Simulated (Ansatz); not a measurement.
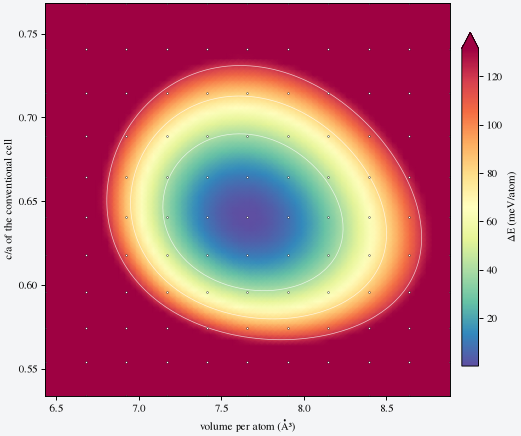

SiO2 (P4_2/mnm, No. 136; 6 atoms in the cell). The energy is mapped over volume and the cell's shape. First axis: volume per atom. Second axis: c/a of the conventional cell. Nothing is relaxed (fractional coordinates fixed). Grid: 11 × 11 points. Points are written as (first, second). Energies are in meV/atom, from the lowest grid point. The calculation used Ansatz 0.2.0, DFT LDA, scalar-relativistic, plane waves, PAW. Settings: cutoff 520 eV, k-mesh 6×6×10 in the order of the run's cell vectors, gaussian smearing 0.05 eV, no spin polarisation.

The picture shows a smooth colour map with a few white contour lines, dots at the grid points, one colour for all values above the top of the scale. Between grid points the surface is interpolated.

Estimate the position of the minimum and the force constants in these coordinates.

The interpolated minimum is at volume per atom ≈ 7.658 Å³, c/a of the conventional cell ≈ 0.640. The curvatures there are about 1.7 eV/(Å³)² and 220 eV, with a cross term of about 2.6 eV/Å³ (per cell of 6 atoms). Round the minimum the two coordinates are weakly coupled (coupling 0.14 in units of the two stiffnesses).

PAW datasets: the set soft_1.
